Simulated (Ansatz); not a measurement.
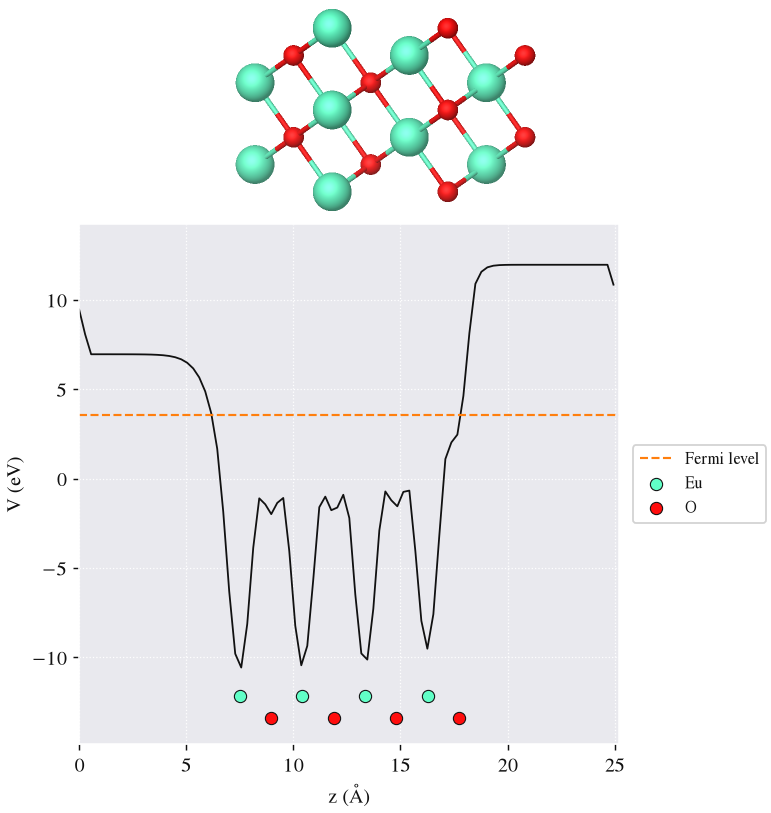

Plane-averaged electrostatic potential energy of an electron across the slab; circles at the bottom mark the heights of the atoms. The structure is drawn too.

This input was run:

```
crystal:
  lattice:
    - [3.5788398331, 0.0, 0.0]
    - [-1.7894199165, 3.0993662115, 0.0]
    - [0.0, 0.0, 25.2273867059]
  atoms:
    - { symbol: Eu, position: [0.3333333333, 0.6666666667, 0.2972959541], spin: 7.24 }
    - { symbol: O, position: [0.6666666667, 0.3333333333, 0.3552113958] }
    - { symbol: Eu, position: [0.0, 0.0, 0.4131268375], spin: 7.24 }
    - { symbol: O, position: [0.3333333333, 0.6666666667, 0.4710422792] }
    - { symbol: Eu, position: [0.6666666667, 0.3333333333, 0.5289577208], spin: 7.24 }
    - { symbol: O, position: [0.0, 0.0, 0.5868731625] }
    - { symbol: Eu, position: [0.3333333333, 0.6666666667, 0.6447886042], spin: 7.24 }
    - { symbol: O, position: [0.6666666667, 0.3333333333, 0.7027040459] }
basis:
  ecutwfc: 420
kpoints:
  mp_grid: { grid: [12, 12, 1] }
hamiltonian:
  xc: pbe
scf:
  occupations: { method: gaussian, width: 0.1 }
  lower_state_search: "off"
output:
  forces: true
  eigenvalues: true
  populations: true
  write_density: true
  write_potential: true
  elf: true
  volumetric_format: npy
magnetization:
  spin_polarized: true
efield:
  axis: 3
  dipole_correction: true
  ramp_width: 0.04
```

Run as:
```bash
ansatz run input.yaml --threads 4 --pin off --max-ram 10240MiB --backend cpu --events-out ev --progress --plain --runs-dir out
```

Read off the work function of each face.

Answer. The work function is 8.38 eV at the right face and 3.37 eV at the left.

How thick are slab and vacuum?

Answer. The outermost atoms are 10.2 Å apart, which leaves 15.0 Å of vacuum in a cell 25.2 Å high.

Do the two faces differ, and what does that say about the slab's dipole?

Answer. The vacuum level is 5.01 eV higher at the right than at the left, so the slab carries a dipole along its normal; the ramp in the vacuum, at or near the edge of the plot, is the dipole correction that keeps each side flat.

The run may have settled in a state above the lowest, so this need not be the ground state. The atoms aren't at rest in this cell (largest force 4.5 eV/Å), so the relaxed material can differ. Spin-orbit coupling is left out, which matters for Eu.
